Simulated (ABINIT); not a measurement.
# Geometry relaxation, with input and output: Sn (part 2 of 2)

Sn (1 atom in the cell); Kohn-Sham DFT of a periodic cell, PBEsol, JTH PAW PBE v2.0, no spin polarisation (ABINIT 10.8.3); cutoff 598.65 eV, 10×10×10 k-mesh, fermi-dirac of 0.05 eV. The structure derives from a Materials Project entry.

Geometry of the input (Å; fractional positions):
```
-2.0292  2.0292  1.6608
2.0292  -2.0292  1.6608
2.0292  2.0292  -1.6608
Sn 0.0000  0.0000  0.0000
```

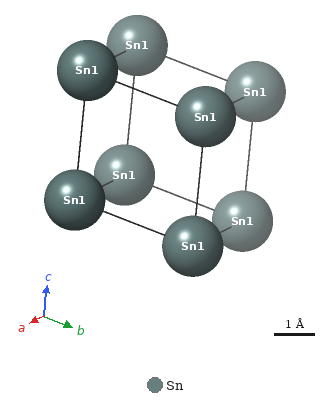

Fig. 1: The geometry at step 2 of the log (spheres-only view of the cell of the calculation, seen slightly off an axis; atoms are numbered from 1 in the order of the input).

What the program printed, continued:
```
     iter   Etot(hartree)      deltaE(h)  residm     nres2
 ETOT  1  -69.738284836814    -6.974E+01 1.326E+02 1.484E+01
 ETOT  2  -69.712018775158     2.627E-02 1.999E-03 7.168E-01
 ETOT  3  -69.712544976556    -5.262E-04 5.063E-04 2.629E-01
 ETOT  4  -69.712698347987    -1.534E-04 2.034E-04 8.599E-04
 ETOT  5  -69.712699355368    -1.007E-06 5.447E-05 1.015E-04
 ETOT  6  -69.712699338876     1.649E-08 4.476E-05 4.255E-06
 ETOT  7  -69.712699335245     3.630E-09 2.375E-05 3.724E-07
 ETOT  8  -69.712699336321    -1.076E-09 1.525E-05 7.415E-09
 ETOT  9  -69.712699336286     3.540E-11 8.603E-06 2.709E-09
 ETOT 10  -69.712699336288    -2.117E-12 5.467E-06 4.042E-11

 At SCF step   10       nres2   =  4.04E-11 < tolvrs=  1.00E-09 =>converged.

 Cartesian components of stress tensor (hartree/bohr^3)
  sigma(1 1)= -3.93817147E-06  sigma(3 2)=  0.00000000E+00
  sigma(2 2)= -3.93817147E-06  sigma(3 1)=  0.00000000E+00
  sigma(3 3)= -1.10259421E-05  sigma(2 1)=  0.00000000E+00

--- !ResultsGS
iteration_state: {dtset: 1, itime: 3, icycle: 1, }
comment   : Summary of ground state results
lattice_vectors:
- [ -3.7614818,   3.7614818,   3.1244331, ]
- [  3.7614818,  -3.7614818,   3.1244331, ]
- [  3.7614818,   3.7614818,  -3.1244331, ]
lattice_lengths: [   6.16924,    6.16924,    6.16924, ]
lattice_angles: [104.862, 104.862, 119.144, ] # degrees, (23, 13, 12)
lattice_volume:   1.7682723E+02
convergence: {deltae: -2.117E-12, res2:  4.042E-11, residm:  5.467E-06, diffor: null, }
etotal    :  -6.97126993E+01
entropy   :   0.00000000E+00
fermie    :   2.46868831E-01
cartesian_stress_tensor: # hartree/bohr^3
- [ -3.93817147E-06,   0.00000000E+00,   0.00000000E+00, ]
- [  0.00000000E+00,  -3.93817147E-06,   0.00000000E+00, ]
- [  0.00000000E+00,   0.00000000E+00,  -1.10259421E-05, ]
pressure_GPa:   1.8537E-01
xred      :
- [  0.0000E+00,   0.0000E+00,   0.0000E+00, Sn]
cartesian_forces: # hartree/bohr
- [ -0.00000000E+00,  -0.00000000E+00,  -0.00000000E+00, ]
force_length_stats: {min:   0.00000000E+00, max:   0.00000000E+00, mean:   0.00000000E+00, }
...

 Integrated electronic density in atomic spheres:
 ------------------------------------------------
 Atom  Sphere_radius  Integrated_density
    1        2.51086         11.87577556

---OUTPUT-----------------------------------------------------------------------

 Cartesian coordinates (xcart) [bohr]
  0.00000000000000E+00  0.00000000000000E+00  0.00000000000000E+00
 Reduced coordinates (xred)
  0.00000000000000E+00  0.00000000000000E+00  0.00000000000000E+00
 Cartesian forces (fcart) [Ha/bohr]; max,rms= 0.00000E+00 0.00000E+00 (free atoms)
 -0.00000000000000E+00 -0.00000000000000E+00 -0.00000000000000E+00
 Gradient of E wrt nuclear positions in reduced coordinates (gred)
 -0.00000000000000E+00 -0.00000000000000E+00 -0.00000000000000E+00
 Scale of Primitive Cell (acell) [bohr]
  6.16924405145729E+00  6.16924405145729E+00  6.16924405145729E+00
 Real space primitive translations (rprimd) [bohr]
 -3.76148176231934E+00  3.76148176231934E+00  3.12443307976329E+00
  3.76148176231934E+00 -3.76148176231934E+00  3.12443307976329E+00
  3.76148176231934E+00  3.76148176231934E+00 -3.12443307976329E+00
 Unitary Cell Volume (ucvol) [Bohr^3]=  1.76827228263695E+02
 Angles (23,13,12)= [degrees]
  1.04862176701760E+02  1.04862176701760E+02  1.19144273485337E+02
 Lengths [Bohr]
  6.16924405145729E+00  6.16924405145729E+00  6.16924405145729E+00
 Stress tensor in cartesian coordinates (strten) [Ha/bohr^3]
 -3.93817147453790E-06  0.00000000000000E+00  0.00000000000000E+00
  0.00000000000000E+00 -3.93817147453616E-06  0.00000000000000E+00
  0.00000000000000E+00  0.00000000000000E+00 -1.10259420631892E-05
 Total energy (etotal) [Ha]= -6.97126993362881E+01

 Difference of energy with previous step (new-old):
           Absolute (Ha)=-2.02633E-04
           Relative     =-2.90669E-06

--- Iteration: ( 4/60) Internal Cycle: (1/1)
--------------------------------------------------------------------------------

---SELF-CONSISTENT-FIELD CONVERGENCE--------------------------------------------

--- !BeginCycle
iteration_state: {dtset: 1, itime: 4, icycle: 1, }
solver: {iscf: 17, nstep: 100, nline: 4, wfoptalg: 10, }
tolerances: {tolvrs: 1.00E-09, }
...

     iter   Etot(hartree)      deltaE(h)  residm     nres2
 ETOT  1  -69.712877467984    -6.971E+01 3.698E-06 1.032E-01
 ETOT  2  -69.712696928440     1.805E-04 5.675E-06 5.932E-03
 ETOT  3  -69.712700882229    -3.954E-06 1.195E-06 1.978E-03
 ETOT  4  -69.712701899240    -1.017E-06 3.452E-06 6.180E-06
 ETOT  5  -69.712701906373    -7.133E-09 8.192E-07 7.051E-07
 ETOT  6  -69.712701905887     4.857E-10 3.389E-06 2.740E-08
 ETOT  7  -69.712701905879     8.129E-12 8.247E-07 2.920E-09
 ETOT  8  -69.712701905887    -7.674E-12 4.162E-06 3.469E-11

 At SCF step    8       nres2   =  3.47E-11 < tolvrs=  1.00E-09 =>converged.

 Cartesian components of stress tensor (hartree/bohr^3)
  sigma(1 1)=  7.42471391E-07  sigma(3 2)=  0.00000000E+00
  sigma(2 2)=  7.42471391E-07  sigma(3 1)=  0.00000000E+00
  sigma(3 3)= -2.25852001E-06  sigma(2 1)=  0.00000000E+00

--- !ResultsGS
iteration_state: {dtset: 1, itime: 4, icycle: 1, }
comment   : Summary of ground state results
lattice_vectors:
- [ -3.7639639,   3.7639639,   3.1296952, ]
- [  3.7639639,  -3.7639639,   3.1296952, ]
- [  3.7639639,   3.7639639,  -3.1296952, ]
lattice_lengths: [   6.17494,    6.17494,    6.17494, ]
lattice_angles: [104.885, 104.885, 119.093, ] # degrees, (23, 13, 12)
lattice_volume:   1.7735887E+02
convergence: {deltae: -7.674E-12, res2:  3.469E-11, residm:  4.162E-06, diffor: null, }
etotal    :  -6.97127019E+01
entropy   :   0.00000000E+00
fermie    :   2.45634758E-01
cartesian_stress_tensor: # hartree/bohr^3
- [  7.42471391E-07,   0.00000000E+00,   0.00000000E+00, ]
- [  0.00000000E+00,   7.42471391E-07,   0.00000000E+00, ]
- [  0.00000000E+00,   0.00000000E+00,  -2.25852001E-06, ]
pressure_GPa:   7.5865E-03
xred      :
- [  0.0000E+00,   0.0000E+00,   0.0000E+00, Sn]
cartesian_forces: # hartree/bohr
- [ -0.00000000E+00,  -0.00000000E+00,  -0.00000000E+00, ]
force_length_stats: {min:   0.00000000E+00, max:   0.00000000E+00, mean:   0.00000000E+00, }
...

 Integrated electronic density in atomic spheres:
 ------------------------------------------------
 Atom  Sphere_radius  Integrated_density
    1        2.51086         11.87450742

---OUTPUT-----------------------------------------------------------------------

 Cartesian coordinates (xcart) [bohr]
  0.00000000000000E+00  0.00000000000000E+00  0.00000000000000E+00
 Reduced coordinates (xred)
  0.00000000000000E+00  0.00000000000000E+00  0.00000000000000E+00
 Cartesian forces (fcart) [Ha/bohr]; max,rms= 0.00000E+00 0.00000E+00 (free atoms)
 -0.00000000000000E+00 -0.00000000000000E+00 -0.00000000000000E+00
 Gradient of E wrt nuclear positions in reduced coordinates (gred)
 -0.00000000000000E+00 -0.00000000000000E+00 -0.00000000000000E+00
 Scale of Primitive Cell (acell) [bohr]
  6.17493641442061E+00  6.17493641442061E+00  6.17493641442061E+00
 Real space primitive translations (rprimd) [bohr]
 -3.76396385994727E+00  3.76396385994727E+00  3.12969516792919E+00
  3.76396385994727E+00 -3.76396385994727E+00  3.12969516792919E+00
  3.76396385994727E+00  3.76396385994727E+00 -3.12969516792919E+00
 Unitary Cell Volume (ucvol) [Bohr^3]=  1.77358872975435E+02
 Angles (23,13,12)= [degrees]
  1.04885321401134E+02  1.04885321401135E+02  1.19093062731059E+02
 Lengths [Bohr]
  6.17493641442061E+00  6.17493641442061E+00  6.17493641442061E+00
 Stress tensor in cartesian coordinates (strten) [Ha/bohr^3]
  7.42471391224422E-07  0.00000000000000E+00  0.00000000000000E+00
  0.00000000000000E+00  7.42471391226157E-07  0.00000000000000E+00
  0.00000000000000E+00  0.00000000000000E+00 -2.25852000936867E-06
 Total energy (etotal) [Ha]= -6.97127019058870E+01

 Difference of energy with previous step (new-old):
           Absolute (Ha)=-2.56960E-06
           Relative     =-3.68598E-08

--- Iteration: ( 5/60) Internal Cycle: (1/1)
--------------------------------------------------------------------------------

---SELF-CONSISTENT-FIELD CONVERGENCE--------------------------------------------

--- !BeginCycle
iteration_state: {dtset: 1, itime: 5, icycle: 1, }
solver: {iscf: 17, nstep: 100, nline: 4, wfoptalg: 10, }
tolerances: {tolvrs: 1.00E-09, }
...

     iter   Etot(hartree)      deltaE(h)  residm     nres2
 ETOT  1  -69.712704007587    -6.971E+01 4.857E-06 1.953E-03
 ETOT  2  -69.712702166536     1.841E-06 5.812E-06 1.389E-04
 ETOT  3  -69.712702026544     1.400E-07 2.076E-06 2.795E-06
 ETOT  4  -69.712702027339    -7.949E-10 6.964E-06 1.410E-07
 ETOT  5  -69.712702027213     1.260E-10 2.431E-06 9.845E-09
 ETOT  6  -69.712702027204     9.209E-12 8.298E-06 5.229E-10

 At SCF step    6       nres2   =  5.23E-10 < tolvrs=  1.00E-09 =>converged.

 Cartesian components of stress tensor (hartree/bohr^3)
  sigma(1 1)=  3.95620476E-07  sigma(3 2)=  0.00000000E+00
  sigma(2 2)=  3.95620476E-07  sigma(3 1)=  0.00000000E+00
  sigma(3 3)= -4.25536329E-07  sigma(2 1)=  0.00000000E+00

--- !ResultsGS
iteration_state: {dtset: 1, itime: 5, icycle: 1, }
comment   : Summary of ground state results
lattice_vectors:
- [ -3.7630818,   3.7630818,   3.1314823, ]
- [  3.7630818,  -3.7630818,   3.1314823, ]
- [  3.7630818,   3.7630818,  -3.1314823, ]
lattice_lengths: [   6.17477,    6.17477,    6.17477, ]
lattice_angles: [104.904, 104.904, 119.053, ] # degrees, (23, 13, 12)
lattice_volume:   1.7737698E+02
convergence: {deltae:  9.209E-12, res2:  5.229E-10, residm:  8.298E-06, diffor: null, }
etotal    :  -6.97127020E+01
entropy   :   0.00000000E+00
fermie    :   2.45600047E-01
cartesian_stress_tensor: # hartree/bohr^3
- [  3.95620476E-07,   0.00000000E+00,   0.00000000E+00, ]
- [  0.00000000E+00,   3.95620476E-07,   0.00000000E+00, ]
- [  0.00000000E+00,   0.00000000E+00,  -4.25536329E-07, ]
pressure_GPa:  -3.5865E-03
xred      :
- [  0.0000E+00,   0.0000E+00,   0.0000E+00, Sn]
cartesian_forces: # hartree/bohr
- [ -0.00000000E+00,  -0.00000000E+00,  -0.00000000E+00, ]
force_length_stats: {min:   0.00000000E+00, max:   0.00000000E+00, mean:   0.00000000E+00, }
...

 Integrated electronic density in atomic spheres:
 ------------------------------------------------
 Atom  Sphere_radius  Integrated_density
    1        2.51086         11.87554013

---OUTPUT-----------------------------------------------------------------------

 Cartesian coordinates (xcart) [bohr]
  0.00000000000000E+00  0.00000000000000E+00  0.00000000000000E+00
 Reduced coordinates (xred)
  0.00000000000000E+00  0.00000000000000E+00  0.00000000000000E+00
 Cartesian forces (fcart) [Ha/bohr]; max,rms= 0.00000E+00 0.00000E+00 (free atoms)
 -0.00000000000000E+00 -0.00000000000000E+00 -0.00000000000000E+00
 Gradient of E wrt nuclear positions in reduced coordinates (gred)
 -0.00000000000000E+00 -0.00000000000000E+00 -0.00000000000000E+00
 Scale of Primitive Cell (acell) [bohr]
  6.17476719769682E+00  6.17476719769682E+00  6.17476719769682E+00
 Real space primitive translations (rprimd) [bohr]
 -3.76308176697577E+00  3.76308176697577E+00  3.13148226497638E+00
  3.76308176697577E+00 -3.76308176697577E+00  3.13148226497638E+00
  3.76308176697577E+00  3.76308176697577E+00 -3.13148226497638E+00
 Unitary Cell Volume (ucvol) [Bohr^3]=  1.77376980638445E+02
 Angles (23,13,12)= [degrees]
  1.04903555321260E+02  1.04903555321260E+02  1.19052739535820E+02
 Lengths [Bohr]
  6.17476719769682E+00  6.17476719769682E+00  6.17476719769682E+00
 Stress tensor in cartesian coordinates (strten) [Ha/bohr^3]
  3.95620475997227E-07  0.00000000000000E+00  0.00000000000000E+00
  0.00000000000000E+00  3.95620475995492E-07  0.00000000000000E+00
  0.00000000000000E+00  0.00000000000000E+00 -4.25536329192941E-07
 Total energy (etotal) [Ha]= -6.97127020272037E+01

 Difference of energy with previous step (new-old):
           Absolute (Ha)=-1.21317E-07
           Relative     =-1.74024E-09

 At Broyd/MD step   5, gradients are converged :
  max grad (force/stress) = 4.2554E-05 < tolmxf= 1.0000E-04 ha/bohr (free atoms)

================================================================================

 ----iterations are completed or convergence reached----

 Mean square residual over all n,k,spin=   74.635E-10; max=  82.976E-07
 reduced coordinates (array xred) for    1 atoms
       0.000000000000      0.000000000000      0.000000000000
 rms dE/dt=  0.0000E+00; max dE/dt=  0.0000E+00; dE/dt below (all hartree)
    1       0.000000000000      0.000000000000      0.000000000000

 cartesian coordinates (angstrom) at end:
    1      0.00000000000000     0.00000000000000     0.00000000000000

 cartesian forces (hartree/bohr) at end:
    1     -0.00000000000000    -0.00000000000000    -0.00000000000000
 frms,max,avg= 0.0000000E+00 0.0000000E+00   0.000E+00  0.000E+00  0.000E+00 h/b

 cartesian forces (eV/Angstrom) at end:
    1     -0.00000000000000    -0.00000000000000    -0.00000000000000
 frms,max,avg= 0.0000000E+00 0.0000000E+00   0.000E+00  0.000E+00  0.000E+00 e/A
 length scales=  6.174767197697  6.174767197697  6.174767197697 bohr
              =  3.267546081436  3.267546081436  3.267546081436 angstroms
 Fermi (or HOMO) energy (hartree) =   0.24560   Average Vxc (hartree)=  -0.38821
 Eigenvalues (hartree) for nkpt= 102  k points:
 kpt#   1, nband= 11, wtk=  0.00100, kpt=  0.0000  0.0000  0.0000 (reduced coord)
  -0.54287   -0.54008   -0.54008   -0.53931   -0.53496   -0.17061    0.50972    0.50972
   0.59839    0.63874    0.68196
      occupation numbers for kpt#   1
   2.00000    2.00000    2.00000    2.00000    2.00000    2.00000    0.00000    0.00000
   0.00000    0.00000    0.00000
 prteigrs : prtvol=0 or 1, do not print more k-points.

--- !EnergyTerms
iteration_state     : {dtset: 1, itime: 5, icycle: 1, }
comment             : Components of total free energy in Hartree
kinetic             :  1.17220673979141E+01
hartree             :  2.35690799810510E+01
xc                  : -6.82142233323938E+00
Ewald energy        : -5.03131496067635E+01
psp_core            :  2.03013037995903E+00
local_psp           : -6.54889548607665E+01
PAW spherical_terms :  1.55897150420027E+01
internal            : -6.97125339998425E+01
'-kT*entropy'       : -1.70033787953581E-04
total_energy        : -6.97127040336305E+01
total_energy_eV     : -1.89697931571088E+03
...

--- !EnergyTermsDC
iteration_state     : {dtset: 1, itime: 5, icycle: 1, }
comment             : '"Double-counting" decomposition of free energy'
band_energy         : -5.07663726519284E+00
Ewald energy        : -5.03131496067635E+01
psp_core            :  2.03013037995903E+00
xc_dc               : -2.58145644729018E+01
PAW spherical_terms :  9.46168897148335E+00
internal            : -6.97125319934158E+01
'-kT*entropy'       : -1.70033787953581E-04
total_energy_dc     : -6.97127020272037E+01
total_energy_dc_eV  : -1.89697926111322E+03
...

--- !EnergyTermsWithPAWCore
iteration_state     : {dtset: 1, itime: 5, icycle: 1, }
comment             : 'Components of total free energy, including PAW core contributions'
Total energy        : -6.17461298095057E+03
Total energy DC     : -6.17461297894414E+03
Total energy (eV)   : -1.68019778744094E+05
Total energy DC (eV): -1.68019778689496E+05
...

 Cartesian components of stress tensor (hartree/bohr^3)
  sigma(1 1)=  3.95620476E-07  sigma(3 2)=  0.00000000E+00
  sigma(2 2)=  3.95620476E-07  sigma(3 1)=  0.00000000E+00
  sigma(3 3)= -4.25536329E-07  sigma(2 1)=  0.00000000E+00

-Cartesian components of stress tensor (GPa)         [Pressure= -3.5865E-03 GPa]
- sigma(1 1)=  1.16395563E-02  sigma(3 2)=  0.00000000E+00
- sigma(2 2)=  1.16395563E-02  sigma(3 1)=  0.00000000E+00
- sigma(3 3)= -1.25197110E-02  sigma(2 1)=  0.00000000E+00

== END DATASET(S) ==============================================================
================================================================================

 -outvars: echo values of variables after computation  --------
            acell      6.1747671977E+00  6.1747671977E+00  6.1747671977E+00 Bohr
           etotal     -6.9712702027E+01
            fcart     -0.0000000000E+00 -0.0000000000E+00 -0.0000000000E+00
            rprim     -6.0942893011E-01  6.0942893011E-01  5.0714175364E-01
                       6.0942893011E-01 -6.0942893011E-01  5.0714175364E-01
                       6.0942893011E-01  6.0942893011E-01 -5.0714175364E-01
           strten      3.9562047600E-07  3.9562047600E-07 -4.2553632919E-07
                       0.0000000000E+00  0.0000000000E+00  0.0000000000E+00
 Calculation completed.
```

Trajectory as extended XYZ (Å, eV, eV/Å), 5 frames, from step=0 to step=4:
```
1
Lattice="-2.0292 2.0292 1.6608 2.0292 -2.0292 1.6608 2.0292 2.0292 -1.6608" Properties=species:S:1:pos:R:3:forces:R:3 step=0 energy=-1896.97188
Sn    0.0000    0.0000    0.0000    0.0000   0.0000   0.0000
1
Lattice="-2.0246 2.0246 1.6587 2.0246 -2.0246 1.6587 2.0246 2.0246 -1.6587" Properties=species:S:1:pos:R:3:forces:R:3 step=1 energy=-1896.97367
Sn    0.0000    0.0000    0.0000    0.0000   0.0000   0.0000
1
Lattice="-1.9905 1.9905 1.6534 1.9905 -1.9905 1.6534 1.9905 1.9905 -1.6534" Properties=species:S:1:pos:R:3:forces:R:3 step=2 energy=-1896.97919
Sn    0.0000    0.0000    0.0000    0.0000   0.0000   0.0000
1
Lattice="-1.9918 1.9918 1.6562 1.9918 -1.9918 1.6562 1.9918 1.9918 -1.6562" Properties=species:S:1:pos:R:3:forces:R:3 step=3 energy=-1896.97926
Sn    0.0000    0.0000    0.0000    0.0000   0.0000   0.0000
1
Lattice="-1.9913 1.9913 1.6571 1.9913 -1.9913 1.6571 1.9913 1.9913 -1.6571" Properties=species:S:1:pos:R:3:forces:R:3 step=4 energy=-1896.97926
Sn    0.0000    0.0000    0.0000    0.0000   0.0000   0.0000
```

Results in brief:

```json
{"quantity": "outcome", "value": "converged"}
{"quantity": "space group (tolerance 0.01 Å)", "value": "I4/mmm (139)"}
{"quantity": "electrons treated", "value": "14"}
{"quantity": "free energy", "value": "−1896.9793 eV"}
{"quantity": "Fermi energy", "value": "6.683 eV"}
{"quantity": "gap on the k-point mesh", "value": "none (metallic)"}
{"quantity": "pressure", "value": "0.00 GPa"}
{"quantity": "final volume", "value": "26.28 Å³"}
{"quantity": "largest force (length of the vector) at the end", "value": "under 0.001 eV/Å"}
{"quantity": "final cell", "value": "a = 3.268 Å, b = 3.268 Å, c = 3.268 Å, α = 104.90°, β = 104.90°, γ = 119.05°"}
{"quantity": "hardware", "value": "1 thread of Arm Neoverse V1, 24 GiB of memory available, shared host"}
{"quantity": "wall time", "value": "2.6 min"}
{"quantity": "peak memory", "value": "0.14 GiB"}
```
